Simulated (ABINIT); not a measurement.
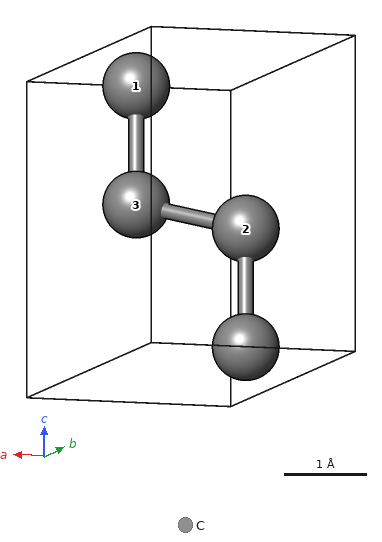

Figure 1. The input geometry (ball-and-stick view of the cell of the calculation, seen at an oblique angle; atoms are numbered from 1 in the order of the input). An atom can appear more than once, as a periodic image.

# Run report: C, single-point calculation

- system: C (P6₃/mmc, 4 atoms in the cell)
- method: Kohn-Sham DFT of a periodic cell, PBE, JTH PAW PBE v2.0, no spin polarisation (ABINIT 10.8.3)

The structure derives from an entry of the Crystallography Open Database.

Output:
```
.Version 10.8.3 of ABINIT
 Symmetries : space group P6_3/m m c (#194); Bravais hP (primitive hexag.)
================================================================================
 Values of the parameters that define the memory need of the present run
     intxc =       0    ionmov =       0      iscf =      17    lmnmax =       8
     lnmax =       4     mgfft =      32  mpssoang =       2    mqgrid =    3001
     natom =       4  nloc_mem =       2    nspden =       1   nspinor =       1
    nsppol =       1      nsym =      24    n1xccc =       1    ntypat =       1
    occopt =       6   xclevel =       2
       mpw =         618          nfft =       12800          nkpt =          76
 PAW method is used; the additional fine FFT grid is defined by:
   mgfftf=        45    nfftf =     32805
================================================================================
================================================================================

--------------------------------------------------------------------------------
------------- Echo of variables that govern the present computation ------------
--------------------------------------------------------------------------------
 -outvars: echo values of preprocessed input variables --------
            acell      1.8897261259E+00  1.8897261259E+00  1.8897261259E+00 Bohr
              amu      1.20110000E+01
             ecut      1.90000000E+01 Hartree
           enunit           1
                       outvar_i_n : Printing only first  50 k-points.
              ixc          11
                       outvar_i_n : Printing only first  50 k-points.
         kptrlatt       12    0    0      0   12    0      0    0    7
          kptrlen      5.44811822E+01
            natom           4
            nband          12
            ngfft          20      20      32
          ngfftdg          27      27      45
             nkpt          76
            nstep         100
             nsym          24
           ntypat           1
                       prtocc : prtvol=0, do not print more k-points.
           occopt           6
        pawecutdg      3.42000000E+01 Hartree
         pawxcdev           0
           prtden           0
        prtebands           0
           prteig           0
            prtwf           0
            rprim      2.5221000000E+00  0.0000000000E+00  0.0000000000E+00
                      -1.2610500000E+00  2.1842026709E+00  0.0000000000E+00
                       0.0000000000E+00  0.0000000000E+00  4.1186000000E+00
          spgroup         194
           tolvrs      1.00000000E-09
           tsmear      3.67493222E-03 Hartree
            typat      1  1  1  1
           useylm           1
                       outvars : Printing only first  50 k-points.
           xangst      1.2610500000E+00  7.2806755697E-01  3.8611875000E+00
                       2.5825260071E-17  1.4561351139E+00  1.8018875000E+00
                       1.2610500000E+00  7.2806755697E-01  2.3167125000E+00
                       2.5825260071E-17  1.4561351139E+00  2.5741250000E-01
            xcart      2.3830391311E+00  1.3758482838E+00  7.2965868958E+00
                       4.8802668664E-17  2.7516965677E+00  3.4050738847E+00
                       2.3830391311E+00  1.3758482838E+00  4.3779521375E+00
                       4.8802668664E-17  2.7516965677E+00  4.8643912639E-01
             xred      6.6666666667E-01  3.3333333333E-01  9.3750000000E-01
                       3.3333333333E-01  6.6666666667E-01  4.3750000000E-01
                       6.6666666667E-01  3.3333333333E-01  5.6250000000E-01
                       3.3333333333E-01  6.6666666667E-01  6.2500000000E-02
            znucl        6.00000

================================================================================

 chkinp: Checking input parameters for consistency.

================================================================================
== DATASET  1 ==================================================================

--- !DatasetInfo
iteration_state: {dtset: 1, }
dimensions: {natom: 4, nkpt: 76, mband: 12, nsppol: 1, nspinor: 1, nspden: 1, mpw: 618, }
cutoff_energies: {ecut:  19.0, pawecutdg:  34.2, }
electrons: {nelect:   1.60000000E+01, charge:   0.00000000E+00, occopt:   6.00000000E+00, tsmear:   3.67493222E-03, }
meta: {optdriver: 0, ionmov: 0, optcell: 0, iscf: 17, paral_kgb: 0, }
...

 Exchange-correlation functional for the present dataset will be:
  GGA: Perdew-Burke-Ernzerhof functional - ixc=11
  J.P.Perdew, K.Burke, M.Ernzerhof, PRL 77, 3865 (1996)

 Real(R)+Recip(G) space primitive vectors, cartesian coordinates (Bohr,Bohr^-1):
 R(1)=  4.7660783  0.0000000  0.0000000  G(1)=  0.2098161  0.1211374  0.0000000
 R(2)= -2.3830391  4.1275449  0.0000000  G(2)=  0.0000000  0.2422748  0.0000000
 R(3)=  0.0000000  0.0000000  7.7830260  G(3)=  0.0000000  0.0000000  0.1284847
 Unit cell volume ucvol=  1.5310926E+02 bohr^3
 Angles (23,13,12)=  9.00000000E+01  9.00000000E+01  1.20000000E+02 degrees

 Coarse grid specifications (used for wave-functions):

 getcut: wavevector=  0.0000  0.0000  0.0000  ngfft=  20  20  32
         ecut(hartree)=     19.000   => boxcut(ratio)=   2.09536

 Fine grid specifications (used for densities):

 getcut: wavevector=  0.0000  0.0000  0.0000  ngfft=  27  27  45
         ecut(hartree)=     34.200   => boxcut(ratio)=   2.07425

--- Pseudopotential description ------------------------------------------------
- pspini: atom type   1  psp file is ./C.GGA_PBE-JTH.xml
 Pseudopotential format is: paw10
 basis_size (lnmax)=  4 (lmn_size=  8), orbitals=   0   0   1   1
 Spheres core radius: rc_sph= 1.50736703
 Shapefunction is SIN type: shapef(r)=[sin(pi*r/rshp)/(pi*r/rshp)]**2
 Radius for shape functions =  1.30052589
 Compensation charge density is not taken into account in XC energy/potential

   2.79953365E+02                                ecore*ucvol(ha*bohr**3)
--------------------------------------------------------------------------------

================================================================================

--- !BeginCycle
iteration_state: {dtset: 1, }
solver: {iscf: 17, nstep: 100, nline: 4, wfoptalg: 10, }
tolerances: {tolvrs: 1.00E-09, }
...

     iter   Etot(hartree)      deltaE(h)  residm     nres2
 ETOT  1  -22.959099839222    -2.296E+01 1.634E-01 1.318E+01
 ETOT  2  -22.968232996667    -9.133E-03 2.361E-02 1.576E+00
 ETOT  3  -22.964207219185     4.026E-03 2.992E-02 2.734E-02
 ETOT  4  -22.964406127285    -1.989E-04 5.023E-03 2.574E-03
 ETOT  5  -22.964400444257     5.683E-06 2.836E-04 2.512E-04
 ETOT  6  -22.964400651774    -2.075E-07 3.769E-04 6.583E-07
 ETOT  7  -22.964400657807    -6.033E-09 1.741E-04 5.096E-08
 ETOT  8  -22.964400658205    -3.985E-10 1.660E-04 4.877E-10

 At SCF step    8       nres2   =  4.88E-10 < tolvrs=  1.00E-09 =>converged.

 Cartesian components of stress tensor (hartree/bohr^3)
  sigma(1 1)=  2.10058216E-04  sigma(3 2)=  0.00000000E+00
  sigma(2 2)=  2.10058216E-04  sigma(3 1)=  0.00000000E+00
  sigma(3 3)= -6.39803158E-04  sigma(2 1)=  0.00000000E+00

--- !ResultsGS
iteration_state: {dtset: 1, }
comment   : Summary of ground state results
lattice_vectors:
- [  4.7660783,   0.0000000,   0.0000000, ]
- [ -2.3830391,   4.1275449,   0.0000000, ]
- [  0.0000000,   0.0000000,   7.7830260, ]
lattice_lengths: [   4.76608,    4.76608,    7.78303, ]
lattice_angles: [ 90.000,  90.000, 120.000, ] # degrees, (23, 13, 12)
lattice_volume:   1.5310926E+02
convergence: {deltae: -3.985E-10, res2:  4.877E-10, residm:  1.660E-04, diffor: null, }
etotal    :  -2.29644007E+01
entropy   :   0.00000000E+00
fermie    :   4.52818264E-01
cartesian_stress_tensor: # hartree/bohr^3
- [  2.10058216E-04,   0.00000000E+00,   0.00000000E+00, ]
- [  0.00000000E+00,   2.10058216E-04,   0.00000000E+00, ]
- [  0.00000000E+00,   0.00000000E+00,  -6.39803158E-04, ]
pressure_GPa:   2.1545E+00
xred      :
- [  6.6667E-01,   3.3333E-01,   9.3750E-01,  C]
- [  3.3333E-01,   6.6667E-01,   4.3750E-01,  C]
- [  6.6667E-01,   3.3333E-01,   5.6250E-01,  C]
- [  3.3333E-01,   6.6667E-01,   6.2500E-02,  C]
cartesian_forces: # hartree/bohr
- [ -1.35590483E-27,   9.65492823E-27,  -7.81443738E-04, ]
- [  2.25984138E-27,   1.30472003E-27,  -7.81443738E-04, ]
- [ -3.16377794E-27,  -6.00171214E-27,   7.81443738E-04, ]
- [  2.25984138E-27,  -4.95793612E-27,   7.81443738E-04, ]
force_length_stats: {min:   7.81443738E-04, max:   7.81443738E-04, mean:   7.81443738E-04, }
...

 Integrated electronic density in atomic spheres:
 ------------------------------------------------
 Atom  Sphere_radius  Integrated_density
    1        1.50737          2.65799012
    2        1.50737          2.63983951
    3        1.50737          2.63983951
    4        1.50737          2.65799012

================================================================================

 ----iterations are completed or convergence reached----

 Mean square residual over all n,k,spin=   93.813E-08; max=  16.604E-05
 reduced coordinates (array xred) for    4 atoms
       0.666666666667      0.333333333333      0.937500000000
       0.333333333333      0.666666666667      0.437500000000
       0.666666666667      0.333333333333      0.562500000000
       0.333333333333      0.666666666667      0.062500000000
 rms dE/dt=  3.5114E-03; max dE/dt=  6.0820E-03; dE/dt below (all hartree)
    1       0.000000000000     -0.000000000000      0.006081996948
    2      -0.000000000000     -0.000000000000      0.006081996948
    3       0.000000000000      0.000000000000     -0.006081996948
    4      -0.000000000000      0.000000000000     -0.006081996948

 cartesian coordinates (angstrom) at end:
    1      1.26105000000000     0.72806755696667     3.86118750000000
    2      0.00000000000000     1.45613511393333     1.80188750000000
    3      1.26105000000000     0.72806755696667     2.31671250000000
    4      0.00000000000000     1.45613511393333     0.25741250000000

 cartesian forces (hartree/bohr) at end:
    1     -0.00000000000000     0.00000000000000    -0.00078144373804
    2      0.00000000000000     0.00000000000000    -0.00078144373804
    3     -0.00000000000000    -0.00000000000000     0.00078144373804
    4      0.00000000000000    -0.00000000000000     0.00078144373804
 frms,max,avg= 4.5116675E-04 7.8144374E-04   0.000E+00  0.000E+00  0.000E+00 h/b

 cartesian forces (eV/Angstrom) at end:
    1     -0.00000000000000     0.00000000000000    -0.04018345265378
    2      0.00000000000000     0.00000000000000    -0.04018345265378
    3     -0.00000000000000    -0.00000000000000     0.04018345265378
    4      0.00000000000000    -0.00000000000000     0.04018345265378
 frms,max,avg= 2.3199927E-02 4.0183453E-02   0.000E+00  0.000E+00  0.000E+00 e/A
 length scales=  1.889726125908  1.889726125908  1.889726125908 bohr
              =  1.000000000000  1.000000000000  1.000000000000 angstroms
 Fermi (or HOMO) energy (eV) =  12.32181   Average Vxc (eV)= -13.33536
 Eigenvalues (   eV  ) for nkpt=  76  k points:
 kpt#   1, nband= 12, wtk=  0.00099, kpt=  0.0000  0.0000  0.0000 (reduced coord)
 -11.26310   -5.42110   -3.16545    7.25249    7.25249   10.07545   10.53115   10.53115
  15.28586   15.28586   16.36456   18.15458
 prteigrs : prtvol=0 or 1, do not print more k-points.

--- !EnergyTerms
iteration_state     : {dtset: 1, }
comment             : Components of total free energy in Hartree
kinetic             :  1.38508746306110E+01
hartree             :  1.97698224422300E+00
xc                  : -8.68869739468376E+00
Ewald energy        : -2.55367483014210E+01
psp_core            :  1.82845483875705E+00
local_psp           : -9.44570042340158E+00
PAW spherical_terms :  3.05041940543014E+00
internal            : -2.29644150004852E+01
'-kT*entropy'       : -7.18406516963640E-18
total_energy        : -2.29644150004852E+01
total_energy_eV     : -6.24893566491202E+02
...

--- !EnergyTermsDC
iteration_state     : {dtset: 1, }
comment             : '"Double-counting" decomposition of free energy'
band_energy         :  7.45115554064972E-01
Ewald energy        : -2.55367483014210E+01
psp_core            :  1.82845483875705E+00
xc_dc               : -1.64151461574462E+00
PAW spherical_terms :  1.64029186613817E+00
internal            : -2.29644006582055E+01
'-kT*entropy'       : -7.18406516963640E-18
total_energy_dc     : -2.29644006582055E+01
total_energy_dc_eV  : -6.24893176217889E+02
...

--- !EnergyTermsWithPAWCore
iteration_state     : {dtset: 1, }
comment             : 'Components of total free energy, including PAW core contributions'
Total energy        : -1.52392083621607E+02
Total energy DC     : -1.52392069279327E+02
Total energy (eV)   : -4.14679984825738E+03
Total energy DC (eV): -4.14679945798406E+03
...

 Cartesian components of stress tensor (hartree/bohr^3)
  sigma(1 1)=  2.10058216E-04  sigma(3 2)=  0.00000000E+00
  sigma(2 2)=  2.10058216E-04  sigma(3 1)=  0.00000000E+00
  sigma(3 3)= -6.39803158E-04  sigma(2 1)=  0.00000000E+00

-Cartesian components of stress tensor (GPa)         [Pressure=  2.1545E+00 GPa]
- sigma(1 1)=  6.18012609E+00  sigma(3 2)=  0.00000000E+00
- sigma(2 2)=  6.18012608E+00  sigma(3 1)=  0.00000000E+00
- sigma(3 3)= -1.88236588E+01  sigma(2 1)=  0.00000000E+00

== END DATASET(S) ==============================================================
================================================================================

 -outvars: echo values of variables after computation  --------
            acell      1.8897261259E+00  1.8897261259E+00  1.8897261259E+00 Bohr
           etotal     -2.2964400658E+01
            fcart     -1.3559048299E-27  9.6549282289E-27 -7.8144373804E-04
                       2.2598413832E-27  1.3047200309E-27 -7.8144373804E-04
                      -3.1637779365E-27 -6.0017121423E-27  7.8144373804E-04
                       2.2598413832E-27 -4.9579361176E-27  7.8144373804E-04
            rprim      2.5221000000E+00  0.0000000000E+00  0.0000000000E+00
                      -1.2610500000E+00  2.1842026709E+00  0.0000000000E+00
                       0.0000000000E+00  0.0000000000E+00  4.1186000000E+00
           strten      2.1005821613E-04  2.1005821596E-04 -6.3980315807E-04
                       0.0000000000E+00  0.0000000000E+00  0.0000000000E+00
           xangst      1.2610500000E+00  7.2806755697E-01  3.8611875000E+00
                       2.5825260071E-17  1.4561351139E+00  1.8018875000E+00
                       1.2610500000E+00  7.2806755697E-01  2.3167125000E+00
                       2.5825260071E-17  1.4561351139E+00  2.5741250000E-01
             xred      6.6666666667E-01  3.3333333333E-01  9.3750000000E-01
                       3.3333333333E-01  6.6666666667E-01  4.3750000000E-01
                       6.6666666667E-01  3.3333333333E-01  5.6250000000E-01
                       3.3333333333E-01  6.6666666667E-01  6.2500000000E-02
 Calculation completed.
```

The run was set up as follows.

The input:
```
# Pseudopotentials
pp_dirpath "./"
pseudos "C.GGA_PBE-JTH.xml"

# Structure
acell 3*1.0 Angstrom
rprim
     2.5221000000     0.0000000000     0.0000000000
    -1.2610500000     2.1842026709     0.0000000000
     0.0000000000     0.0000000000     4.1186000000
ntypat 1
znucl 6
natom 4
typat 1 1 1 1
xred
     0.6666666667     0.3333333333     0.9375000000
     0.3333333333     0.6666666667     0.4375000000
     0.6666666667     0.3333333333     0.5625000000
     0.3333333333     0.6666666667     0.0625000000

# Plane-wave basis
ecut 19.0
pawecutdg 34.2
pawxcdev 0

# k points
kptopt 1
ngkpt 12 12 7
nshiftk 1
shiftk 0.0 0.0 0.0

# Exchange and correlation
ixc 11

# Bands and occupations
nband 12
occopt 6
tsmear 0.1 eV

# SCF cycle
nstep 100
tolvrs 1.0e-9

# Output
iomode 3
prtwf 0
prtden 0
prteig 0
prtebands 0
enunit 1
```

Launched with:
```bash
abinit run.abi > log 2>&1
```

Key numbers:

| quantity | value |
| --- | --- |
| outcome | converged |
| space group (tolerance 0.01 Å) | P6₃/mmc (194) |
| electrons treated | 16 |
| free energy | −624.8932 eV |
| Fermi energy | 12.322 eV |
| gap on the k-point mesh | 3.37 eV |
| pressure | 2.15 GPa |
| largest force (length of the vector) | 0.040 eV/Å |
| hardware | 1 thread of Arm Neoverse V2, 24 GiB of memory available, shared host |
| wall time | 12 s |
| peak memory | 0.09 GiB |
